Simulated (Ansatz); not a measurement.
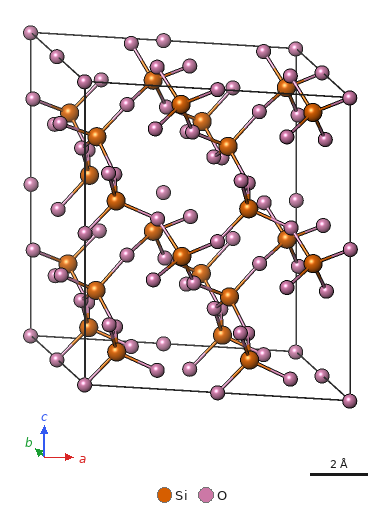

Starting structure of a defect cell of composition Si₂₃O₄₇. The picture is a ball-and-stick view of the cell of the calculation (origin shifted), seen slightly off an axis.

Computed with Ansatz 0.2.0, DFT, PBEsol, PAW, plane waves.

(plane-wave cutoff 420 eV; k-point mesh 1 × 1 × 1; mesh shifted by (0.25, 0.25, 0.25); collinear spin; atoms relaxed in a fixed cell; force threshold 0.03 eV/Å; at most 80 steps)

```
CELL_PARAMETERS angstrom
9.90164 0.00000 0.00000
-4.95082 8.57507 0.00000
0.00000 0.00000 10.88588
ATOMIC_POSITIONS crystal
Si 0.23896 0.00314 0.16790
Si 0.23248 0.99688 0.66499
Si 0.23404 0.49917 0.16456
Si 0.23694 0.49813 0.66609
Si 0.73428 0.99682 0.16343
Si 0.73856 0.00139 0.66989
Si 0.73046 0.49804 0.16950
Si 0.73813 0.50348 0.66674
Si 0.00015 0.23918 0.33351
Si 0.99854 0.23490 0.83238
Si 0.00576 0.73999 0.33145
Si 0.00228 0.73722 0.83330
Si 0.50267 0.23349 0.33496
Si 0.50084 0.23592 0.83460
Si 0.49950 0.73298 0.33524
Si 0.49932 0.73815 0.83304
Si 0.26542 0.26183 0.00118
Si 0.26556 0.76034 0.00041
Si 0.26330 0.76511 0.49832
Si 0.76161 0.26487 0.99885
Si 0.76439 0.26519 0.50143
Si 0.76510 0.76409 0.99983
Si 0.76200 0.75959 0.49824
O 0.20787 0.13245 0.10748
O 0.20684 0.13568 0.60670
O 0.20466 0.63250 0.10637
O 0.20827 0.63517 0.60916
O 0.70573 0.13319 0.10717
O 0.70818 0.13506 0.60939
O 0.71055 0.63534 0.10732
O 0.70749 0.63232 0.60732
O 0.36682 0.07210 0.27369
O 0.36528 0.07070 0.77484
O 0.36936 0.57832 0.27438
O 0.36744 0.57120 0.77244
O 0.86710 0.07385 0.27464
O 0.86717 0.07238 0.77146
O 0.86396 0.57271 0.27370
O 0.87231 0.57672 0.77156
O 0.42966 0.29581 0.44123
O 0.42687 0.29303 0.94043
O 0.42889 0.79445 0.43932
O 0.42589 0.79398 0.94038
O 0.92761 0.29231 0.94073
O 0.92615 0.79581 0.44149
O 0.92420 0.79604 0.94243
O 0.13310 0.20434 0.39478
O 0.12966 0.20177 0.89134
O 0.13374 0.70814 0.39245
O 0.13411 0.70735 0.89372
O 0.63384 0.20411 0.39182
O 0.62902 0.20389 0.89526
O 0.63442 0.70734 0.39302
O 0.63148 0.70285 0.89355
O 0.06980 0.36790 0.22780
O 0.07551 0.36700 0.72638
O 0.07695 0.86800 0.22667
O 0.07172 0.86500 0.72505
O 0.57318 0.36796 0.22769
O 0.57142 0.36397 0.72692
O 0.57745 0.87003 0.22620
O 0.57252 0.86674 0.72669
O 0.29268 0.42754 0.06140
O 0.29640 0.42641 0.56127
O 0.29267 0.92855 0.06245
O 0.29423 0.92659 0.55829
O 0.78986 0.42332 0.05777
O 0.79132 0.42431 0.55982
O 0.79376 0.92621 0.05761
O 0.79098 0.92667 0.56066
```

Q: What does the optimiser find from here?

A: Over 37 geometry steps the energy falls by 9.094 eV per cell of the calculation. Largest force component: 2.5 eV/Å at the start, 0.015 eV/Å at the end. The largest move is that of O47, 2.79 Å along [−3 1 1]. Largest moves by element: O 2.79 Å, Si 1.12 Å. The cell stays as it was. Near-neighbour distances that change, for instance: Si21–O47 4.152 → 1.639 Å, Si9–O51 3.524 → 1.626 Å, Si21–O40 3.537 → 1.642 Å, Si9–Si13 4.898 → 3.070 Å. New bonds form, among them: Si21–O40 (3.54 → 1.64 Å), Si21–O47 (4.15 → 1.64 Å), Si9–O51 (3.52 → 1.63 Å). Bonds break, among them: Si21–O51 (1.64 → 2.96 Å). Bond angles that change, for instance: Si3–O55–Si9 142.8° → 172.5°, Si7–O59–Si13 142.7° → 115.7°, Si4–O27–Si19 142.9° → 164.3°. The run took 34 s on 1 × NVIDIA GB200 with 8 threads of Arm Neoverse-V2, peak memory 1.8 GiB.

Step by step:

```tsv
step	E − E(0), meV/atom	largest force component, eV/Å
0	0.00	2.4649
1	-13.40	1.7333
2	-24.09	0.6430
3	-27.14	0.6093
4	-29.55	0.5571
5	-31.62	0.5241
6	-33.10	0.3464
7	-34.37	0.5649
8	-39.53	1.5240
9	-46.29	2.2076
10	-55.17	2.8093
11	-65.66	3.1661
13	-86.20	2.0579
14	-92.92	0.9388
16	-95.51	0.2901
17	-95.92	0.3434
19	-97.00	0.4839
20	-98.65	0.8584
21	-100.94	0.6502
23	-104.20	1.0691
24	-107.51	1.7627
26	-113.75	0.5538
27	-115.49	0.5321
28	-118.31	0.9275
30	-127.61	0.8263
31	-128.89	0.5502
33	-129.86	0.0520
34	-129.86	0.0493
36	-129.91	0.0149
37	-129.91	0.0153
```

The end point in the same view:

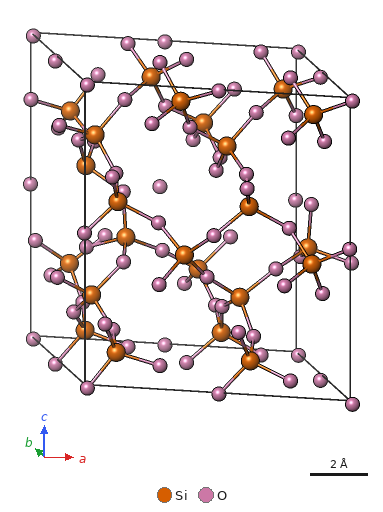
